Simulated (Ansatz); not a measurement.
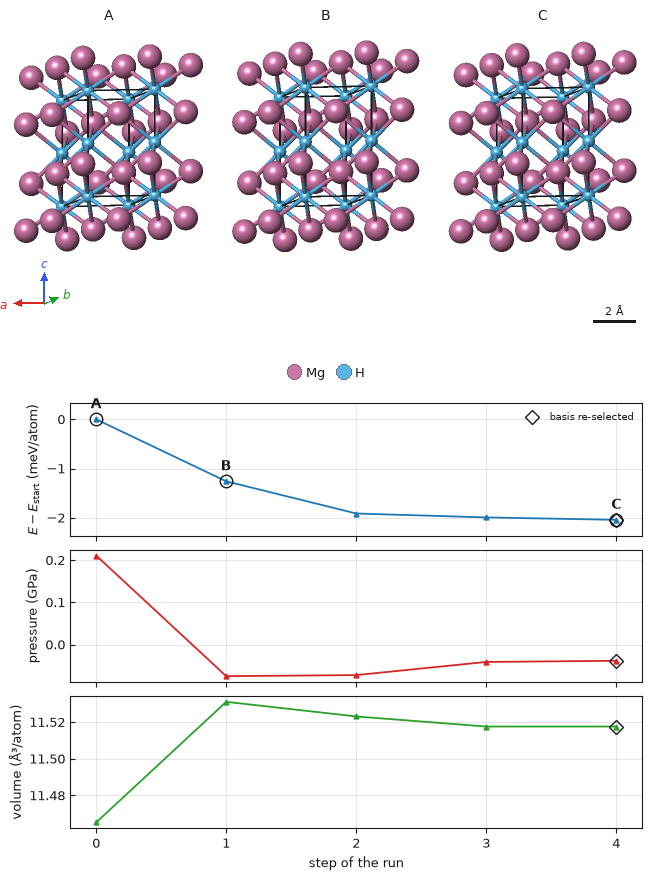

Frames of a relaxation of solid MgH (set up in P6_3/mmc) (coarse preliminary run), marked on the history of the run. The picture is a ball-and-stick view of the cell of the calculation, seen from a free direction.

Case: 2 H put on empty site 1 of 1 host cells, relaxed.

These are results of DFT PBE, scalar-relativistic, plane waves, PAW (Ansatz 0.2.0), not measurements. Set-up: plane-wave cutoff 420 eV; k-point mesh 6 × 6 × 4; occupations gaussian; smearing width 0.1 eV; no spin polarisation; cell and atoms relaxed; force threshold 0.0325 eV/Å; at most 70 steps.

Question: Describe the path.

Answer: The atoms keep their places relative to the cell (all moves are under 0.005 Å). The volume changes by +0.5 %, with a = b 3.215 → 3.190 Å (−0.8 %), c 5.124 → 5.229 Å (+2.0 %). The space group stays P6_3/mmc (No. 194). After 3 accepted moves (4 points after the start) the energy has fallen by 2.0 meV per atom. All forces vanish by symmetry, so only the cell relaxes. The pressure goes from 0.21 to −0.04 GPa. At 1 point the geometry stayed and the basis and grid were re-selected for the new cell (energy shift of less than 0.05 meV per atom at most each time). From step 0 to 1: volume +0.6 %, energy −1.3 meV per atom. From step 1 to 4: volume −0.1 %, energy −0.8 meV per atom.
